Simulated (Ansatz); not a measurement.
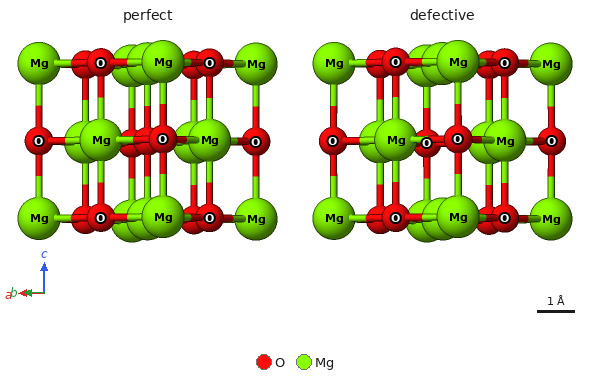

Left: perfect MgO. Right: the same region with one point defect, after relaxing the atoms in a supercell of 64 sites. The picture is a ball-and-stick view of the atoms within 3.8 Å of one point, seen from a free direction.

Method: Ansatz 0.2.0, DFT, PBEsol, PAW, plane waves. (plane-wave cutoff 420 eV; k-point mesh 1 × 1 × 1; mesh shifted by (0.25, 0.25, 0.25); collinear spin) Fermi-Dirac smearing of 0.01 eV. A uniform background neutralises the charged cell. The axes drawn are those of the host's conventional cell.

Question: Which defect is it?

Answer: An oxygen atom is taken out (a vacancy).

The charge state of the cell is −1.

Question: How does the lattice respond?

Answer: Around the empty O site the host had 6 Mg at 2.11 Å; after relaxation the nearest atoms are 6 Mg at 2.11 Å. Of the host's atoms, an oxygen atom moves furthest from its site, by 0.02 Å. The cell's net moment is 0.98 μB.

Limits of the set-up: the periodic images lie only 8.4 Å apart, so the values are limited by the cell's size; the cell is charged, on a uniform background, and energies carry no finite-size correction.
